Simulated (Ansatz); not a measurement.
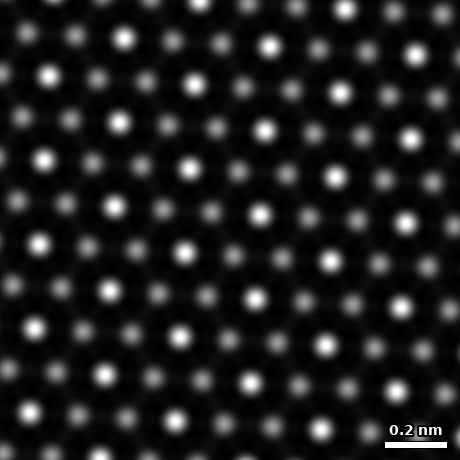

HRTEM-like image of W (P6_3/mmc, No. 194) along [001]. Simulated in the weak-phase-object approximation with neutral-atom potentials: 300 kV, Cs = −13 µm, defocus +61 Å (negative is underfocus), defocus spread 8 Å, aperture 1.52 1/Å. Atomic positions: coordinates from a relaxation with DFT, revPBE, plane waves (420 eV) with PAW, scalar-relativistic in Ansatz 0.2.0; the starting structure was generated, so it need not be a known form of this composition.

### Do the atom columns appear dark or bright, and why?

Bright. With negative Cs and overfocus sin χ is positive over the pass band, so the strongest columns (W) come out brighter than the background.

### What point resolution do these settings give, and which lattice spacings pass?

About 0.7 Å (0.66 |Cs|^(1/4) λ^(3/4) with λ = 0.0197 Å). The spacings that carry visible contrast are {100} at 2.42 Å, {110} at 1.40 Å, {200} at 1.21 Å, {210} at 0.91 Å, {300} at 0.81 Å.
